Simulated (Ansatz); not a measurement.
## Energy of Ag along an even scaling of the cell

System: Ag (R-3m, 3 atoms in the cell).
Method: Kohn-Sham DFT of a periodic cell, PBE, Ansatz PAW, no spin polarisation (Ansatz 0.2.0).

The 5 runs differ only in the geometry, by an even scaling of the cell at fixed fractional positions. The structure derives from a Materials Project entry.

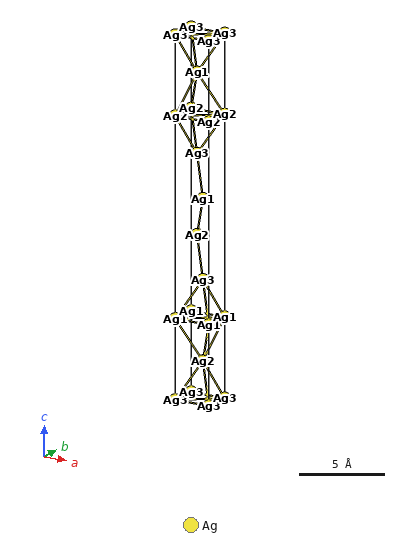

Figure 1. The structure of run 3 (ball-and-stick view of the cell 3 times as large as that of the calculation, set on its symmetry axes, seen slightly off an axis; atoms are numbered from 1 in the order of the input).

### Input of run 3
```yaml
crystal:
  lattice:
    - [1.4828027268, 0.8560965535, 7.2523643044]
    - [-1.4828027268, 0.8560965535, 7.2523643044]
    - [0.0, -1.712193107, 7.2523643044]
  atoms:
    - { symbol: Ag, position: [0.222281, 0.222281, 0.222281] }
    - { symbol: Ag, position: [0.777719, 0.777719, 0.777719] }
    - { symbol: Ag, position: [0.0, 0.0, 0.0] }
hamiltonian:
  xc: pbe
  pseudopotentials: { kind: paw }
kpoints:
  mp_grid: { grid: [10, 10, 10] }
scf:
  occupations: { method: fermi_dirac, width: 0.05 }
output:
  forces: true
  stress: true
  eigenvalues: true
  write_density: true
  write_potential: true
  elf: true
  volumetric_format: npy
```

Command:
```bash
ansatz run input.yaml --threads 2 --pin off --max-ram 5120MiB --backend cpu --events-out ev --progress --plain --runs-dir out
```

Run 2 differs from it as follows:
```diff
-    - [1.4828027268, 0.8560965535, 7.2523643044]
-    - [-1.4828027268, 0.8560965535, 7.2523643044]
-    - [0.0, -1.712193107, 7.2523643044]
+    - [1.4531386801, 0.8389700082, 7.1072779285]
+    - [-1.4531386801, 0.8389700082, 7.1072779285]
+    - [0.0, -1.6779400162, 7.1072779285]
```

### Results, with one run withheld

```tsv
run	volume per atom (Å³)	free energy per atom, from the lowest run given (meV)	pressure (GPa)
1	16.968	12.19	5.69
2	17.330	?	?
3	18.413	0.00	−2.28
4	18.774	6.75	−3.68
5	19.135	16.46	−4.91
```

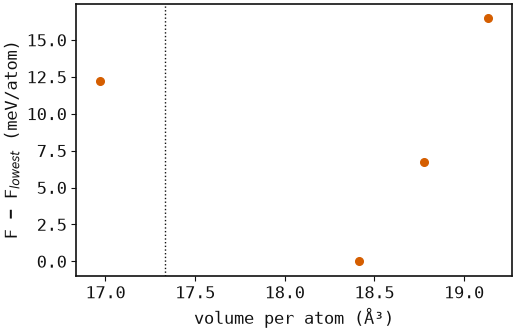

Figure 2. Free energy per atom of the runs given; the dotted line marks run 2.

Fit the runs given and predict run 2.

A quadratic polynomial in V^(−2/3) (the Birch–Murnaghan form), fitted to the 4 runs given, misses them by at most 0.06 meV per atom. With x = V^(−2/3) − 0.14405 Å⁻², it reads F = −1.4423 − 1987.2 x + 5.1828e+05 x² (meV per atom). At run 2 it gives 2.50 meV per atom, and the run itself gives 2.14. The slope of the fit gives a pressure −dF/dV of 3.20 GPa there, and the run prints 3.28 GPa. The two needn't agree exactly: the fit is approximate, and the printed stress is taken on a finite basis. The fit has its minimum at 17.932 Å³ per atom, where V d²F/dV² gives 87.7 GPa. Cell shape and fractional positions are held, so this is the stiffness under even scaling; the relaxed bulk modulus wasn't computed.

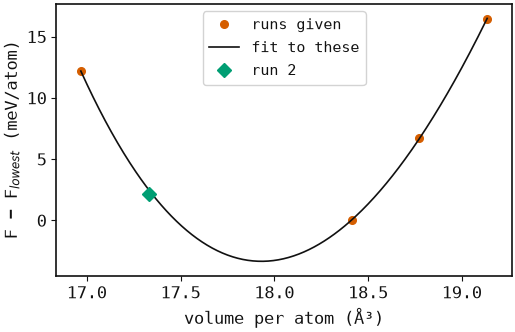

Figure 3. The fit and the withheld run.

### Output, shortened to warnings, some set-up lines, iterations and results (run 2)
```
Basis set: ecut = 420 eV, 1001 PW (Γ), FFT grids on a1−a2, a2, −a2+a3, exchange–correlation on 40×100×40 points (8 copies of the dense FFT grid, shifted against one another)
Symmetry: 12 space group operations
k-points: 116 of 1000
Initial density: superposition of atomic densities (neutral atoms: chi_scale 0, normalization atom), corrected by the library's trained network
[...]
SCF iter   1: F=—  HF=-22771.618021 eV  |F-HF|=—  |Δ(HF+E_count)|=         —  Δρ=1.43e-3  dr2=1.12e-3  ethr=1.77e-3  ⟨swp⟩=5.7  Hψ=14092  notcnv=0  defer=41
SCF iter   2: F=—  HF=-22771.619094 eV  |F-HF|=—  |Δ(HF+E_count)|=   1.07e-3  Δρ=7.95e-4  dr2=3.95e-4  ethr=1.97e-6  ⟨swp⟩=2.0  Hψ=6956  notcnv=0  defer=67
SCF iter   3: F=—  HF=-22771.619214 eV  |F-HF|=—  |Δ(HF+E_count)|=   1.20e-4  Δρ=1.92e-4  dr2=7.18e-5  ethr=6.93e-7  ⟨swp⟩=2.1  Hψ=5059  notcnv=0  defer=67
SCF iter   4: F=—  HF=-22771.619196 eV  |F-HF|=—  |Δ(HF+E_count)|=   1.79e-5  Δρ=8.09e-5  dr2=6.75e-6  ethr=1.26e-7  ⟨swp⟩=1.2  Hψ=3999  notcnv=0  defer=67
SCF iter   5: F=—  HF=-22771.619196 eV  |F-HF|=—  |Δ(HF+E_count)|=   1.29e-8  Δρ=3.06e-5  dr2=9.88e-7  ethr=1.18e-8  ⟨swp⟩=2.4  Hψ=6499  notcnv=0  defer=67
SCF iter   6: F=-22771.619196 eV  HF=-22771.619196 eV  |F-HF|=2.65e-8  |Δ(HF+E_count)|=   1.04e-7  Δρ=1.15e-5  dr2=5.92e-8  ethr=1.75e-10  ⟨swp⟩=8.8  Hψ=26278  notcnv=0
SCF 1 converged in 6 iterations: F = -22771.619196 eV  dr2 = 5.92e-8
SCF converged after 6 iterations
Free energy (F): -22771.619196 eV
Harris-Foulkes:  -22771.619196 eV  (|F-HF|=2.65e-8)
Internal energy: -22771.610548 eV  (E = F + TS)
E sigma→0 (E₀):  -22771.614872 eV
Entropy (-TS):   -0.008648 eV (-2.883 meV/atom)
Fermi energy:    16.951458 eV
--- Per-component energies (eV) ---
  E_band       = -719.655203
  E_kinetic    = 1582.298962
  E_local      = -6658.389768  (includes V_loc(G=0)·N_el)
  E_nonlocal   = 239.898327
  E_hartree    = 3028.011734
  E_xc         = -554.896309
  E_vxc        = -705.102360  (∫ρ·V_xc dr)
  E_paw        = -11705.937524  (= ΣΔE_a)
  E_vpaw       = -1234.369227  (= ΣTr[D̂ρ^β])
  E_aug_tail   = 0.000989  (compensation charges beyond the density's cutoff)
  E_ewald      = -8702.596958
  E_smearing   = -0.008648  (= −TS)
  E_closure    = 0.000000  (closes the sum)
  Σ components = -22771.619196   (vs F -22771.619196, Δ=0.00e0)
--- Forces (eV/Å), atoms counted from 1 ---
  atom   1  Ag     0.00000000     0.00000000     0.00139581
  atom   2  Ag     0.00000000    -0.00000000    -0.00139581
  atom   3  Ag     0.00000000     0.00000000    -0.00000000
  max |Σ_I F_I| component: 3.37e-29 eV/Å
--- Stress (GPa, compression-positive) ---
        3.463978       0.000000       0.000000
        0.000000       3.463978      -0.000000
       -0.000000      -0.000000       2.917259
  P = ⅓ Tr σ = 3.2817 GPa (32.817 kbar)
```
